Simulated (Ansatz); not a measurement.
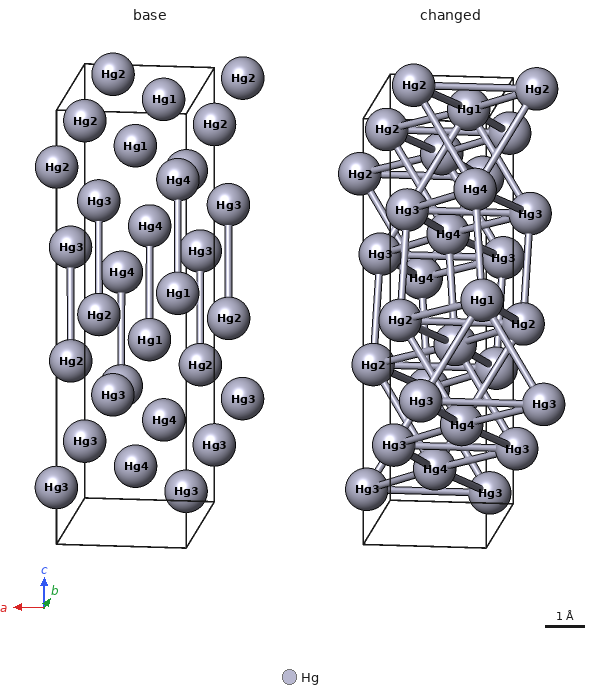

Left: a symmetric starting cell of Hg. Right: the same structure after one change, at the same scale. A ball-and-stick model of the conventional cell (2 times the calculation's cell), repeated 1 × 2 × 1 with one cell outlined, seen from a free direction. Lengths and directions refer to the drawn axes.

The calculation used DFT PBEsol, scalar-relativistic, plane waves, PAW in Ansatz 0.2.0. Set-up: plane-wave cutoff 420 eV; k-point mesh 8 × 8 × 12; occupations gaussian; smearing width 0.1 eV; no spin polarisation.

Question: What distinguishes the right structure from the left one?

Answer: The cell is strained by −1.9 % along c, −4.5 % along b, −5.2 % along a (volume −11.2 %) and atoms are displaced by 0.09 Å relative to the cell: Hg2 0.09 Å roughly along +a. No relaxation follows. The starting cell wasn't computed here and needn't be at equilibrium, so pressure and forces aren't due to the change alone.

Question: What does the change do?

Answer: The pressure is 0.3 GPa (not all of it need come from the change, since the unchanged cell can be under pressure at this level too). The principal stresses (compression positive) are 0.7 GPa along b, 0.4 GPa along c, −0.3 GPa along a. The largest forces, 0.076 eV/Å, act on Hg1, Hg2, Hg3 and Hg4; on Hg4 it points in a general direction near −a. The forces mostly point back along the displacements (cosine −0.89). Among the bonded contacts that change: Hg–Hg 3.238 → 2.994 to 3.184 Å, Hg–Hg 3.389 → 3.213 Å, Hg–Hg 3.016 → 2.942 Å, Hg–Hg 3.228 → 3.158 Å. The space group stays Cmce (No. 64).
